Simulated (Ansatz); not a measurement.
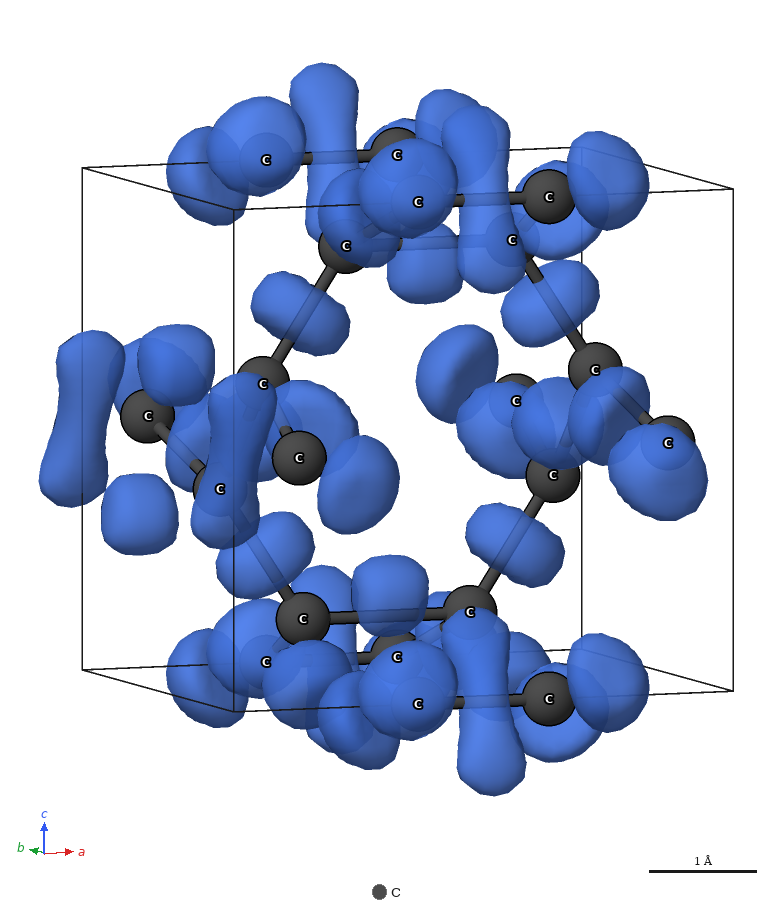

C. Isosurface of the electron localisation function at 0.8 (blue), seen slightly off an axis. Core shells and regions of very low density are left out. Sticks mark near contacts.

Space group Pmna; a structure generated by program, which may or may not match a known phase.

Method: DFT PBE, scalar-relativistic, plane waves, PAW in Ansatz 0.2.0.

Input file:

```
crystal:
  lattice:
    - [5.0255523577, 0.0, 0.0]
    - [0.0, 3.945393105, 0.0]
    - [0.0, 0.0, 4.7389547103]
  atoms:
    - { symbol: C, position: [0.3689934717, 0.0, 0.0] }
    - { symbol: C, position: [0.1310065283, 0.0, 0.5] }
    - { symbol: C, position: [0.6310065283, 0.0, 0.0] }
    - { symbol: C, position: [0.8689934717, 0.0, 0.5] }
    - { symbol: C, position: [0.6668494652, 0.6400039432, 0.1169869733] }
    - { symbol: C, position: [0.8331505348, 0.3599960568, 0.6169869733] }
    - { symbol: C, position: [0.8331505348, 0.6400039432, 0.3830130267] }
    - { symbol: C, position: [0.6668494652, 0.3599960568, 0.8830130267] }
    - { symbol: C, position: [0.3331505348, 0.3599960568, 0.8830130267] }
    - { symbol: C, position: [0.1668494652, 0.6400039432, 0.3830130267] }
    - { symbol: C, position: [0.1668494652, 0.3599960568, 0.6169869733] }
    - { symbol: C, position: [0.3331505348, 0.6400039432, 0.1169869733] }
basis:
  ecutwfc: 420
kpoints:
  mp_grid: { grid: [6, 8, 6] }
  band_path:
    path:
      - [[0.0, 0.0, 0.0], [0.5, 0.0, 0.0], [0.5, 0.5, 0.0], [0.0, 0.5, 0.0], [0.0, 0.0, 0.0], [0.0, 0.0, 0.5], [0.5, 0.0, 0.5], [0.5, 0.5, 0.5], [0.0, 0.5, 0.5], [0.0, 0.0, 0.5]]
      - [[0.5, 0.0, 0.0], [0.5, 0.0, 0.5]]
      - [[0.0, 0.5, 0.0], [0.0, 0.5, 0.5]]
      - [[0.5, 0.5, 0.0], [0.5, 0.5, 0.5]]
    npoints: 10
hamiltonian:
  xc: pbe
scf:
  occupations: { method: gaussian, width: 0.02 }
  n_extra_bands: 30
output:
  forces: true
  stress: true
  eigenvalues: true
  populations: true
  dos: { projected: true, de: 0.02, nscf_kmesh: { grid: [9, 12, 9] } }
  bader: false
  write_density: true
  write_potential: true
  elf: true
  volumetric_format: npy
```

Launched as:

```sh
ansatz run input.yaml --threads 1 --pin off --max-ram 2560MiB --backend cpu --events-out ev --progress --plain --runs-dir out
```

Below, planes, directions and counts refer to the conventional cell (a = 5.03 Å, b = 3.95 Å, c = 4.74 Å, α = 90.00°, β = 90.00°, γ = 90.00°).

What do the ELF domains correspond to?

At this value the surface marks out 22 regions between bonded C–C atoms (shared pairs), counted in one cell of 12 atoms. Any copies at cell faces, edges or corners count once. Profiles from the grid: C–C (1.32 Å): the ELF peaks at about 0.90 between the atoms (inside overlapping PAW spheres, so only a guide); a short, multiple covalent bond. C–C (1.51 Å): the ELF peaks at about 0.95 between the atoms; localised, covalent bonding.

Metal or insulator at this level of theory?

It is gapped, with a Kohn–Sham gap of 1.7 eV on the k-point mesh, an upper bound to the gap of this method.
